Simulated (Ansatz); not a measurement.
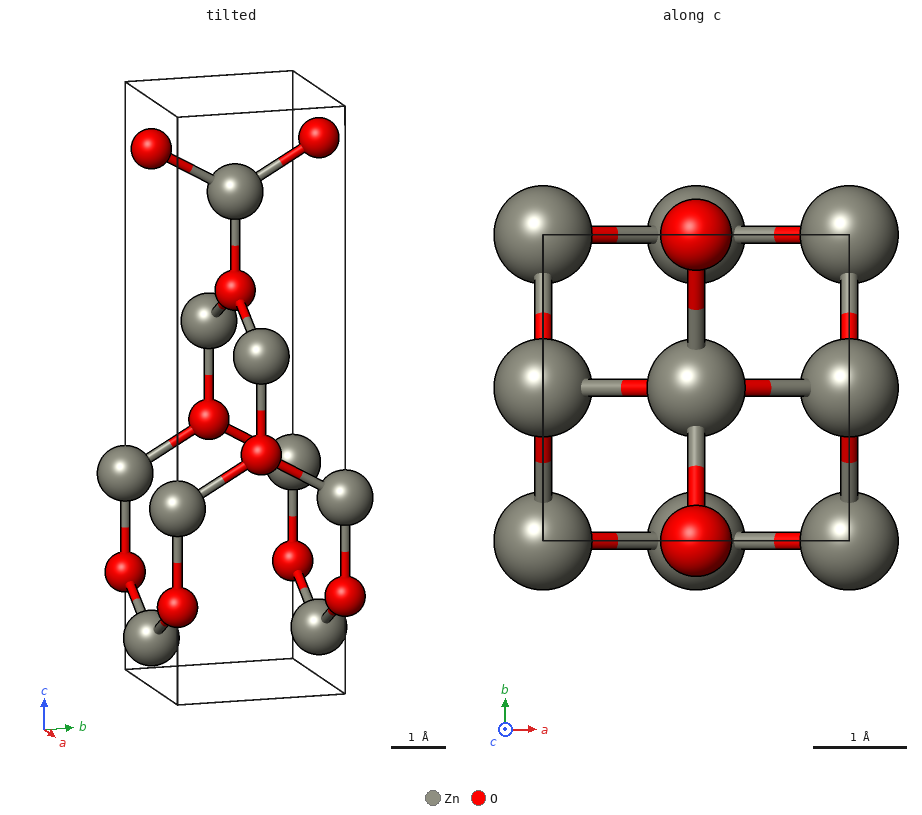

The figure gives a ball-and-stick picture of the atoms, viewed slightly off an axis and along the c axis. One conventional unit cell is outlined, and atoms on its boundary appear in each equivalent place. Cell: a = 3.31 Å, b = 3.31 Å, c = 11.33 Å, α = 90.00°, β = 90.00°, γ = 90.00°.

The structure comes from a structure type filled with these elements by a generator (whether the compound takes this form wasn't checked). Earlier steps of the study may have refined or changed the cell and positions. It was the input of a calculation with Ansatz.

What structure is drawn here?

Answer. The formula is ZnO. It is body-centred tetragonal, space group I4_1md (No. 109). Counting shared atoms by their share gives 4 Zn, 4 O, or 8 atoms. Around each Zn lie three O in a trigonal planar arrangement at about 1.9 Å. The coordination shell of O holds three Zn in a trigonal planar arrangement at about 1.9 Å. The bonds build a three-dimensional framework.

Theory: DFT PBE, scalar-relativistic, plane waves, PAW (Ansatz 0.2.0). Numerical settings: a basis cut at 420 eV, k-points about 0.17 Å⁻¹ apart, Gaussian smearing of 0.02 eV, no spin polarisation.

Is it conducting or gapped at this level?

Answer. A semiconductor at this level, with a gap of 0.59 eV, direct.

How charged are the atoms, by the Bader scheme?

Answer. Zn +1.18 e; O -1.18 e.

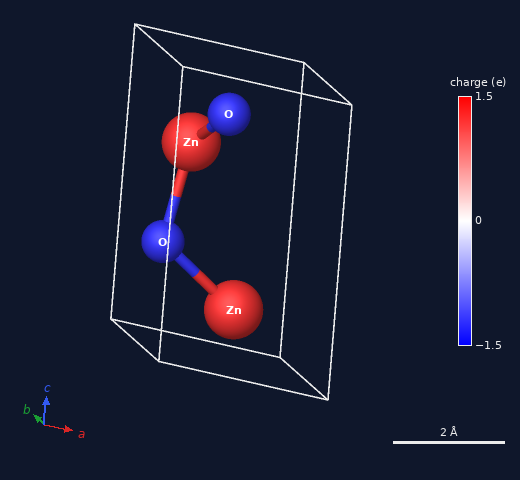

The atoms coloured by those charges. The run's cell of 4 atoms is drawn in a reduced setting, so axes and origin can differ from the first picture.

Is this an equilibrium geometry for the method given?

Answer. Yes. All forces vanish to within 0.01 eV/Å. The pressure is 0.0 GPa, close to zero.
